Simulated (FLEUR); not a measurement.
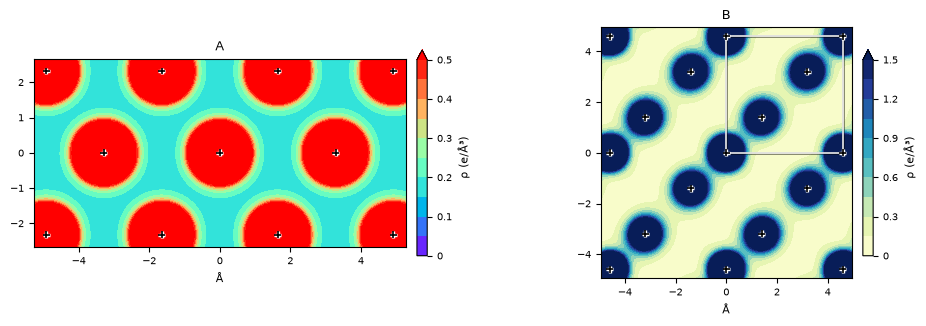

The electron density of 2 systems, each on a plane through atoms (crosses mark nuclei in the plane).

All numbers below come from Kohn-Sham DFT of a periodic cell, WC, all-electron (FLEUR).

System 1: Ti, the (101̄) plane of the conventional cell. Space group Im-3m.

```yaml
crystal:
  lattice:
    - [3.28200, 0.00000, 0.00000]
    - [0.00000, 3.28200, 0.00000]
    - [0.00000, 0.00000, 3.28200]
  atoms:
    - { symbol: Ti, position: [0.00000, 0.00000, 0.00000] }
    - { symbol: Ti, position: [0.50000, 0.50000, 0.50000] }
```

System 2: TiO$_{2}$, the (001) plane of the conventional cell. Space group P4₂/mnm; a structure from a database of computed crystals, not necessarily the ambient phase.

> Match each panel to its system.

Panel A is system 1, Ti: the plane holds Ti. Ti–Ti (2.84 Å): ρ at the midpoint is about 0.19 e/Å³. Panel B is system 2, TiO$_{2}$: the plane holds Ti and O. Ti–O (1.98 Å): the density is about 0.66 e/Å³ at the midpoint.
